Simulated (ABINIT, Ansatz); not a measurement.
## InP (F-43m): G0W0 on several meshes in ABINIT

Aim: the GW shift of InP (F-43m) against the k mesh.

Main program and level: ABINIT 10.8.3; PBE and many-body steps on it, plane waves.

## 1. Set-up

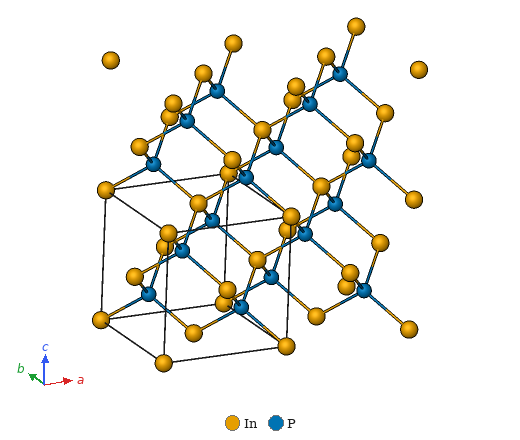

Start, viewed slightly off an axis; indium orange, phosphorus blue. 2×1×2 cells are drawn. This picture shows the conventional cell, with its axes. Bonds to atoms that aren't drawn are left out. Some periodic images of atoms are drawn too.

The cell and positions come from the Crystallography Open Database and are kept as given unless a step says otherwise.

## 2. Empty states on the mesh, 4×4×4 mesh, 345 bands

This step: ABINIT 10.8.3; DFT, PBE, plane waves, norm-conserving pseudopotentials.

The sums over transitions need many empty states on a uniform mesh; this step solves for them.

run.abi reads:

```
acell 3*1.0 Angstrom
rprim 
  -0.000000000000 2.934350000000 2.934350000000
  2.934350000000 -0.000000000000 2.934350000000
  2.934350000000 2.934350000000 -0.000000000000
ntypat 2
znucl 49 15
natom 2
typat 1 2
xred 
  0.000000000000 0.000000000000 0.000000000000
  0.250000000000 0.250000000000 0.250000000000
pp_dirpath "pseudos"
pseudos "In.upf, P.upf"
ecut 33
ngkpt 4 4 4
nshiftk 1
shiftk 0 0 0
kptopt 1
chksymbreak 0
irdden 1
istwfk *1
nband 345
prtvol 0
optdriver 6
gwr_task "HDIAGO"
paral_kgb 0
occopt 1
indata_prefix "in"
outdata_prefix "out"
tmpdata_prefix "tmp"
```

Command:

```sh
OMP_NUM_THREADS=1 mpirun -n 8 abinit run.abi > log
```

The program printed:

```text
.Version 10.8.3 of ABINIT. v10.8.2 released Aug 2026.

 Symmetries : space group F-4 3 m (#216); Bravais cF (face-center cubic)
[... echo of the input left out ...]
== DATASET  1 ==================================================================
-   mpi_nproc: 8, omp_nthreads: 1 (-1 if OMP is not activated)

--- !DatasetInfo
iteration_state: {dtset: 1, }
dimensions: {natom: 2, nkpt: 8, mband: 345, nsppol: 1, nspinor: 1, nspden: 1, mpw: 3119, }
cutoff_energies: {ecut:  33.0, pawecutdg:  -1.0, }
[...]
Direct band gap semiconductor
 Fundamental gap:     0.688 (eV)
   VBM:     4.922 (eV) at k: [ 0.0000E+00,  0.0000E+00,  0.0000E+00]
   CBM:     5.610 (eV) at k: [ 0.0000E+00,  0.0000E+00,  0.0000E+00]
 Direct gap:         0.688 (eV) at k: [ 0.0000E+00,  0.0000E+00,  0.0000E+00]

== END DATASET(S) ==============================================================
================================================================================

 -outvars: echo values of variables after computation  --------
           etotal      0.0000000000E+00
            nband         345
             nkpt           8
          spgroup         216
 [... the other variables as echoed above ...]

 Calculation completed.
```

Wall time 30 s (8 MPI ranks of Intel Xeon Platinum 8259CL at 2.50GHz (Skylake/Cascade Lake), shared host); peak memory 4.7 GiB.

This step gave:

```yaml
gap: 0.6876 eV
k_of_the_valence_top: 0, 0, 0
k_of_the_conduction_bottom: 0, 0, 0
least_direct_gap: 0.6876 eV
k_points_computed: 8
lowest_point_of_the_top_converged_band_above_the_valence_top: 189.0861 eV
```

On this mesh the gap is 0.688 eV.

The density comes from a self-consistent run that is not shown.

## 3. Screening, 4×4×4 mesh, 145 bands, screening to 176.9 eV

The RPA dielectric matrix is built and inverted for each q.

This step: RPA screening on PBE, plane waves, norm-conserving pseudopotentials.

Changes to run.abi since step 2:

```diff
@@ -20,10 +20,11 @@
 chksymbreak 0
-irdden 1
 istwfk *1
-nband 345
-prtvol 0
-optdriver 6
-gwr_task "HDIAGO"
-paral_kgb 0
 occopt 1
+irdwfk 1
+optdriver 3
+nband 145
+ecuteps 6.5
+inclvkb 2
+awtr 1
+symchi 1
 indata_prefix "in"
```

The program printed:

```text
.Version 10.8.3 of ABINIT. v10.8.2 released Aug 2026.

 Symmetries : space group F-4 3 m (#216); Bravais cF (face-center cubic)
[... echo of the input left out ...]
== DATASET  1 ==================================================================
-   mpi_nproc: 8, omp_nthreads: 1 (-1 if OMP is not activated)

--- !DatasetInfo
iteration_state: {dtset: 1, }
dimensions: {natom: 2, nkpt: 8, mband: 145, nsppol: 1, nspinor: 1, nspden: 1, mpw: 3119, }
cutoff_energies: {ecut:  33.0, pawecutdg:  -1.0, }
electrons: {nelect:   2.60000000E+01, charge:   0.00000000E+00, occopt:   1.00000000E+00, tsmear:   1.00000000E-02, }

 SCREENING: Calculation of the susceptibility and dielectric matrices

 Based on a program developped by R.W. Godby, V. Olevano, G. Onida, and L. Reining.
 Incorporated in ABINIT by V. Olevano, G.-M. Rignanese, and M. Torrent.
.Using double precision arithmetic ; gwpc =  8

[... cell and pseudopotentials left out ...]
--------------------------------------------------------------------------------

 ==== K-mesh for the wavefunctions ====
 Number of points in the irreducible wedge :     8
[... list of points left out ...]
 Together with 24 symmetry operations and time-reversal symmetry
 yields    64 points in the full Brillouin Zone.

 ==== Q-mesh for the screening function ====
 Number of points in the irreducible wedge :     8
[... list of points left out ...]
 Together with 24 symmetry operations and time-reversal symmetry
 yields    64 points in the full Brillouin Zone.

 setmesh: FFT mesh size selected  =    30x   30x   30
          total number of points  =        27000

 vcoul_init : cutoff-mode = AUXILIARY_FUNCTION
 q-points for optical limit:   1
     1)      0.000010    0.000020    0.000030

- screening: taking advantage of time-reversal symmetry
- Maximum band index for partially occupied states nbvw = 13
- Remaining bands to be divided among processors   nbcw = 132
- Number of bands treated by each node ~16

 Number of electrons calculated from density =   26.0000; Expected =   26.0000
 average of density, n =  0.076245
 r_s =    1.4630
 omega_plasma =   26.6355 [eV]

 calculating chi0 at frequencies [eV] :
  1    0.000000E+00    0.000000E+00
  2    0.000000E+00    2.663552E+01

--------------------------------------------------------------------------------
  q-point number  1        q = ( 0.000000, 0.000000, 0.000000) [r.l.u.]
--------------------------------------------------------------------------------
[... chi0 elements left out ...]
 For q-point:  0.000010 0.000020 0.000030
  dielectric constant =  47.1961
  dielectric constant without local fields =  49.8094

  Average fulfillment of the sum rule on Im[epsilon] for q-point    1 :     70.87  [%]
[... wings left out ...]
  q-point number  2        q = ( 0.250000, 0.000000, 0.000000) [r.l.u.]
--------------------------------------------------------------------------------
[... chi0 elements left out ...]
  Average fulfillment of the sum rule on Im[epsilon] for q-point    2 :     81.63  [%]

 [... 6 further q-points ...]
```

The job ended after 37 s (8 MPI ranks; peak memory 1.6 GiB).

This step gave:

- ε∞ with local fields, on this mesh, along the program's q direction: 47.20
- the same without local fields: 49.81
- plasma frequency: 26.64 eV
- plane waves in the screening matrix: 283

Local fields lower ε∞ by 5 %. On a Γ-centred mesh this coarse the value itself is usually too large, while a short band sum pulls it down.

## 4. 4×4×4

The self-energy is evaluated for the states that the input lists, and the levels follow from it, in one-shot runs by the linearised quasiparticle equation.

This step: G0W0 on PBE, plane waves, norm-conserving pseudopotentials.

Changes to run.abi since step 3:

```diff
@@ -23,8 +23,15 @@
 irdwfk 1
-optdriver 3
+optdriver 4
 nband 145
+gwcalctyp 0
+ecutsigx 33
+symsigma 1
+nkptgw 1
+kptgw 
+  0.0000000000 0.0000000000 0.0000000000
+bdgw 
+  11 17
 ecuteps 6.5
-inclvkb 2
-awtr 1
-symchi 1
+irdscr 1
+ppmodel 1
 indata_prefix "in"
```

The program printed:

```text
.Version 10.8.3 of ABINIT. v10.8.2 released Aug 2026.

 Symmetries : space group F-4 3 m (#216); Bravais cF (face-center cubic)
[... echo of the input left out ...]
== DATASET  1 ==================================================================
-   mpi_nproc: 8, omp_nthreads: 1 (-1 if OMP is not activated)

--- !DatasetInfo
iteration_state: {dtset: 1, }
dimensions: {natom: 2, nkpt: 8, mband: 145, nsppol: 1, nspinor: 1, nspden: 1, mpw: 3119, }
cutoff_energies: {ecut:  33.0, pawecutdg:  -1.0, }
electrons: {nelect:   2.60000000E+01, charge:   0.00000000E+00, occopt:   1.00000000E+00, tsmear:   1.00000000E-02, }

 SIGMA: Calculation of the GW corrections

 Based on a program developped by R.W. Godby, V. Olevano, G. Onida, and L. Reining.
 Incorporated in ABINIT by V. Olevano, G.-M. Rignanese, and M. Torrent.
.Using double precision arithmetic ; gwpc =  8

[... cell and pseudopotentials left out ...]
--------------------------------------------------------------------------------

 ==== K-mesh for the wavefunctions ====
 Number of points in the irreducible wedge :     8
[... list of points left out ...]
 Together with 24 symmetry operations and time-reversal symmetry
 yields    64 points in the full Brillouin Zone.

 ==== Q-mesh for screening function ====
 Number of points in the irreducible wedge :     8
[... list of points left out ...]
 Together with 24 symmetry operations and time-reversal symmetry
 yields    64 points in the full Brillouin Zone.

 vcoul_init : cutoff-mode = AUXILIARY_FUNCTION
 q-points for optical limit:   1
     1)      0.000010    0.000020    0.000030
 setmesh: FFT mesh size selected  =    45x   45x   45
          total number of points  =        91125

 Number of electrons calculated from density =   26.0000; Expected =   26.0000
 average of density, n =  0.076245
 r_s =    1.4630
 omega_plasma =   26.6355 [eV]

 === KS Band Gaps ===
  >>>> For spin  1
   Minimum direct gap =   0.6876 [eV], located at k-point      :   0.0000  0.0000  0.0000
   Fundamental gap    =   0.6876 [eV], Top of valence bands at :   0.0000  0.0000  0.0000
                                       Bottom of conduction at :   0.0000  0.0000  0.0000
 SIGMA fundamental parameters:
 PLASMON POLE MODEL  1
 number of plane-waves for SigmaX                 3119
 number of plane-waves for SigmaC and W            283
 number of plane-waves for wavefunctions          3119
 number of bands                                   145
 number of independent spin polarizations            1
 number of spinorial components                      1
 number of k-points in IBZ                           8
 number of q-points in IBZ                           8
 number of symmetry operations                      24
 number of k-points in BZ                           64
 number of q-points in BZ                           64
 number of frequencies for dSigma/dE                 9
 frequency step for dSigma/dE [eV]                0.25
 number of omega for Sigma on real axis              0
 max omega for Sigma on real axis  [eV]           0.00
 zcut for avoiding poles [eV]                     0.10

 EPSILON^-1 parameters (SCR file):
 dimension of the eps^-1 matrix on file            283
 dimension of the eps^-1 matrix used               283
 number of plane-waves for wavefunctions          3119
 number of bands                                   145
 number of q-points in IBZ                           8
 number of frequencies                               2
 number of real frequencies                          1
 number of imag frequencies                          1

 matrix elements of self-energy operator (all in [eV])

 Perturbative Calculation

--- !SelfEnergy_ee
iteration_state: {dtset: 1, }
kpoint     : [   0.000,    0.000,    0.000, ]
spin       : 1
KS_gap     :    0.688
QP_gap     :    1.348
Delta_QP_KS:    0.660
data: !SigmaeeData |
     Band     E0 <VxcDFT>   SigX SigC(E0)      Z dSigC/dE  Sig(E)    E-E0       E
       11   4.922 -12.904 -14.799   1.125   0.775  -0.290 -13.501  -0.597   4.326
       12   4.922 -12.904 -14.799   1.125   0.775  -0.290 -13.501  -0.597   4.326
       13   4.922 -12.904 -14.799   1.125   0.775  -0.290 -13.501  -0.597   4.326
       14   5.610 -11.727  -7.731  -3.915   0.790  -0.266 -11.663   0.064   5.674
       15   9.010 -10.776  -6.305  -4.288   0.795  -0.258 -10.631   0.145   9.155
       16   9.010 -10.776  -6.305  -4.288   0.795  -0.258 -10.631   0.145   9.155
       17   9.010 -10.776  -6.305  -4.288   0.795  -0.258 -10.631   0.145   9.155

== END DATASET(S) ==============================================================
================================================================================

 -outvars: echo values of variables after computation  --------
           etotal      0.0000000000E+00
            nband         145
             nkpt           8
          spgroup         216
 [... the other variables as echoed above ...]

 Calculation completed.
```

It took 9 s on 8 MPI ranks; peak memory 1.3 GiB; 70 s of CPU time.

Numbers from this step:

```yaml
g0w0_gap_on_the_points_computed: 1.348 eV
starting_gap_on_the_mesh: 0.6876 eV
k_of_the_valence_top: 0, 0, 0
k_of_the_conduction_bottom: 0, 0, 0
z_at_the_valence_top: 0.775
z_at_the_conduction_bottom: 0.79
least_direct_g0w0_gap_on_the_computed_points: 1.348 eV
```

The gap on the mesh goes from 0.69 eV to 1.35 eV, a correction of +0.66 eV.

## 5. Empty states on the mesh, 6×6×6 mesh, 153 bands

This step: DFT, PBE, plane waves, norm-conserving pseudopotentials.

Changes to run.abi since step 4:

```diff
@@ -15,3 +15,3 @@
 ecut 33
-ngkpt 4 4 4
+ngkpt 6 6 6
 nshiftk 1
@@ -20,18 +20,10 @@
 chksymbreak 0
+irdden 1
 istwfk *1
+nband 153
+prtvol 0
+optdriver 6
+gwr_task "HDIAGO"
+paral_kgb 0
 occopt 1
-irdwfk 1
-optdriver 4
-nband 145
-gwcalctyp 0
-ecutsigx 33
-symsigma 1
-nkptgw 1
-kptgw 
-  0.0000000000 0.0000000000 0.0000000000
-bdgw 
-  11 17
-ecuteps 6.5
-irdscr 1
-ppmodel 1
 indata_prefix "in"
```

The program printed:

```text
[banner, memory and clock lines left out]
.Version 10.8.3 of ABINIT. v10.8.2 released Aug 2026.

 Symmetries : space group F-4 3 m (#216); Bravais cF (face-center cubic)
[... echo of the input left out ...]
== DATASET  1 ==================================================================
-   mpi_nproc: 8, omp_nthreads: 1 (-1 if OMP is not activated)

--- !DatasetInfo
iteration_state: {dtset: 1, }
dimensions: {natom: 2, nkpt: 16, mband: 153, nsppol: 1, nspinor: 1, nspden: 1, mpw: 3119, }
cutoff_energies: {ecut:  33.0, pawecutdg:  -1.0, }
[...]
Integrated=    2.6000E+01

 === KS gaps after direct diagonalization ===
 Direct band gap semiconductor
 Fundamental gap:     0.688 (eV)
   VBM:     4.922 (eV) at k: [ 0.0000E+00,  0.0000E+00,  0.0000E+00]
   CBM:     5.610 (eV) at k: [ 0.0000E+00,  0.0000E+00,  0.0000E+00]
 Direct gap:         0.688 (eV) at k: [ 0.0000E+00,  0.0000E+00,  0.0000E+00]

== END DATASET(S) ==============================================================

 -outvars: echo values of variables after computation  --------
           etotal      0.0000000000E+00
            nband         153
             nkpt          16
          spgroup         216
 [... the other variables as echoed above ...]

 Calculation completed.
```

The job ended after 56 s (8 MPI ranks; peak memory 4.6 GiB; 7.5 min of CPU time).

This step gave:

```yaml
gap: 0.6876 eV
k_of_the_valence_top: 0, 0, 0
k_of_the_conduction_bottom: 0, 0, 0
least_direct_gap: 0.6876 eV
k_points_computed: 16
lowest_point_of_the_top_converged_band_above_the_valence_top: 98.7597 eV
```

On this mesh the gap is 0.688 eV.

## 6. Screening, 6×6×6 mesh, 145 bands, screening to 176.9 eV

This step: RPA screening on PBE, plane waves, norm-conserving pseudopotentials.

Changes to run.abi since step 5:

```diff
@@ -20,10 +20,11 @@
 chksymbreak 0
-irdden 1
 istwfk *1
-nband 153
-prtvol 0
-optdriver 6
-gwr_task "HDIAGO"
-paral_kgb 0
 occopt 1
+irdwfk 1
+optdriver 3
+nband 145
+ecuteps 6.5
+inclvkb 2
+awtr 1
+symchi 1
 indata_prefix "in"
```

The program printed:

```text
.Version 10.8.3 of ABINIT. v10.8.2 released Aug 2026.

 Symmetries : space group F-4 3 m (#216); Bravais cF (face-center cubic)
[... echo of the input left out ...]
== DATASET  1 ==================================================================
-   mpi_nproc: 8, omp_nthreads: 1 (-1 if OMP is not activated)

--- !DatasetInfo
iteration_state: {dtset: 1, }
dimensions: {natom: 2, nkpt: 16, mband: 145, nsppol: 1, nspinor: 1, nspden: 1, mpw: 3119, }
cutoff_energies: {ecut:  33.0, pawecutdg:  -1.0, }
electrons: {nelect:   2.60000000E+01, charge:   0.00000000E+00, occopt:   1.00000000E+00, tsmear:   1.00000000E-02, }

 SCREENING: Calculation of the susceptibility and dielectric matrices

 Based on a program developped by R.W. Godby, V. Olevano, G. Onida, and L. Reining.
 Incorporated in ABINIT by V. Olevano, G.-M. Rignanese, and M. Torrent.
.Using double precision arithmetic ; gwpc =  8

[... cell and pseudopotentials left out ...]
--------------------------------------------------------------------------------

 ==== K-mesh for the wavefunctions ====
 Number of points in the irreducible wedge :    16
[... list of points left out ...]
 Together with 24 symmetry operations and time-reversal symmetry
 yields   216 points in the full Brillouin Zone.

 ==== Q-mesh for the screening function ====
 Number of points in the irreducible wedge :    16
[... list of points left out ...]
 Together with 24 symmetry operations and time-reversal symmetry
 yields   216 points in the full Brillouin Zone.

 setmesh: FFT mesh size selected  =    30x   30x   30
          total number of points  =        27000

 vcoul_init : cutoff-mode = AUXILIARY_FUNCTION
 q-points for optical limit:   1
     1)      0.000010    0.000020    0.000030

- screening: taking advantage of time-reversal symmetry
- Maximum band index for partially occupied states nbvw = 13
- Remaining bands to be divided among processors   nbcw = 132
- Number of bands treated by each node ~16

 Number of electrons calculated from density =   26.0000; Expected =   26.0000
 average of density, n =  0.076245
 r_s =    1.4630
 omega_plasma =   26.6355 [eV]

 calculating chi0 at frequencies [eV] :
  1    0.000000E+00    0.000000E+00
  2    0.000000E+00    2.663552E+01

--------------------------------------------------------------------------------
  q-point number  1        q = ( 0.000000, 0.000000, 0.000000) [r.l.u.]
--------------------------------------------------------------------------------
[... chi0 elements left out ...]
 For q-point:  0.000010 0.000020 0.000030
  dielectric constant =  21.2007
  dielectric constant without local fields =  22.4511

  Average fulfillment of the sum rule on Im[epsilon] for q-point    1 :     70.91  [%]
[... wings left out ...]
  q-point number  2        q = ( 0.166667, 0.000000, 0.000000) [r.l.u.]
--------------------------------------------------------------------------------
[... chi0 elements left out ...]
  Average fulfillment of the sum rule on Im[epsilon] for q-point    2 :     84.59  [%]

 [... 14 further q-points ...]
```

Wall time 4.2 min (8 MPI ranks); peak memory 2.7 GiB; 34 min of CPU time.

Numbers from this step:

```
ε∞ with local fields, on this mesh, along the program's q direction : 21.20
the same without local fields                                       : 22.45
plasma frequency                                                    : 26.64 eV
plane waves in the screening matrix                                 : 283
```

(Part 1 of 2 ends here.)

[Paths, hosts, dates, memory and timing lines, banners, echoed tables and standing remarks are left out of the program output.]

[Logs are printed without paths, hosts, clocks, repeated set-up lines and the standing remarks that a program may print on its own settings, such as how far it seeks lower states.]

[Runs of the session that timed out or met a known fault of the program may be left out.]

[Hosts, paths, dates, database ids (printed as entryN), source tags and the programs' standing remarks are cut or masked in the printed files.]

[G0W0 gaps are taken among the corrected bands and points alone; a level outside them can change the order at an edge.]

[Where Ansatz stands beside ABINIT at settings called matched, ABINIT's density can come from a denser mesh and the files from another edition; pairs whose starting gaps differed by over 0.03 eV were left out, so agreement reads better than it is.]
